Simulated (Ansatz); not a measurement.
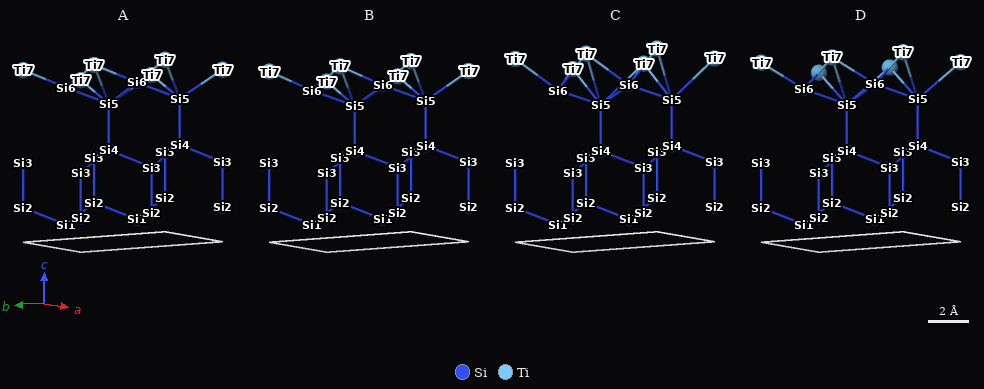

4 geometries from one constrained relaxation of a slab of composition TiSi$_{6}$ (cut from the Fd-3m phase), in shuffled order. The picture is a ball-and-stick view of the 1 × 2 repeat of the cell, outlined in the plane, without the vacuum, seen from a free direction.

Case: Ti put at a hollow Si-Si site. The slab is the (1 1 1) face of Si with Ti on it. 3 atoms are held fixed.

All numbers below come from DFT PBEsol, scalar-relativistic, plane waves, PAW in Ansatz. (plane-wave cutoff 420 eV; k-point mesh 9 × 9 × 1; occupations gaussian; smearing width 0.05 eV; collinear spin; dipole correction; atoms relaxed in a fixed cell; force threshold 0.03 eV/Å; at most 70 steps)

Order the frames from highest to lowest energy.

C, D, A, B. They are steps 0, 1, 3, 5, at +0.736 eV per cell of the calculation, +0.399 eV per cell of the calculation, +44.5 meV per cell of the calculation relative to the last. The atom that moves furthest is Ti7 (0.66 Å along the normal (−c)). Largest moves by element: Ti 0.66 Å, Si 0.06 Å. The cell doesn't change. Among the contacts that change: Si5–Ti7 3.148 → 2.755 Å, Si6–Ti7 2.712 → 2.399 Å, Si4–Si5 2.412 → 2.353 Å, Si5–Si6 2.318 → 2.332 Å. Among the angles between lasting bonds that change: Si5–Ti7–Si6 99.7° → 121.2°, Si6–Ti7–Si6 90.2° → 106.4°, Ti7–Si6–Ti7 90.2° → 106.4°. After 5 geometry steps the energy has fallen by 0.736 eV per cell of the calculation. The largest force component goes from 1.4 to 0.02 eV/Å. The run took 100 s on 1 thread of Intel(R) Xeon(R) 6975P-C (Granite Rapids), with other jobs on the host, peak memory 0.7 GiB.

Limits of the set-up: the periodic images lie only 3.8 Å apart, so the values are limited by the cell's size.
